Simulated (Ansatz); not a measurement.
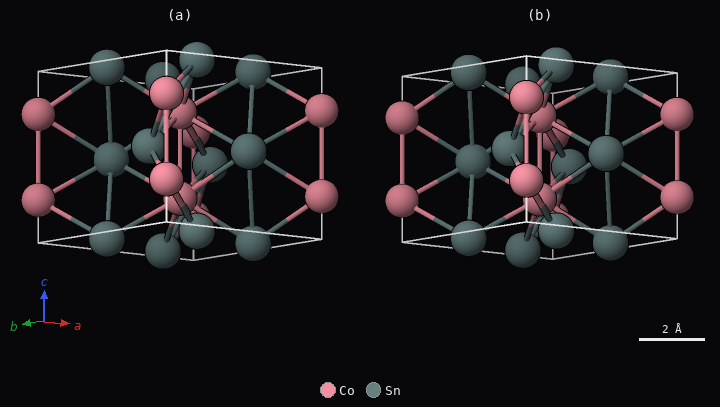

Left: solid CoSn₂ (set up in I4/mcm). Right: the same structure after one change, at the same scale. Style: ball-and-stick. Shown: the conventional cell (2 times the calculation's cell), from a free direction. Lengths and directions refer to the drawn axes.

These are results of Ansatz 0.2.0, DFT PBEsol, scalar-relativistic, plane waves, PAW, not measurements. Settings: plane-wave cutoff 420 eV; k-point mesh 8 × 8 × 8; occupations gaussian; smearing width 0.1 eV; no spin polarisation.

**What was changed?**

The volume is changed by −9.0 %. The cell's shape and the atoms are relaxed at that volume.

**What does the change do?**

Energy change: +64.1 meV per atom. The pressure goes from 0.0 to 14.2 GPa. Both are metals. The drawn cell changes as follows: a = b 6.280 → 6.091 Å (−3.0 %), c 5.398 → 5.221 Å (−3.3 %); the volume changes by −9.0 %. The largest moves relative to the cell, 0.008 Å, are those of Sn atoms. Co stays in place. Among the bonded contacts that change: Sn–Sn 2.954 → 2.849 Å, Sn–Sn 3.081 → 2.990 Å, Co–Co 2.699 → 2.611 Å, Co–Sn 2.702 → 2.621 Å. The space group stays I4/mcm (No. 140).
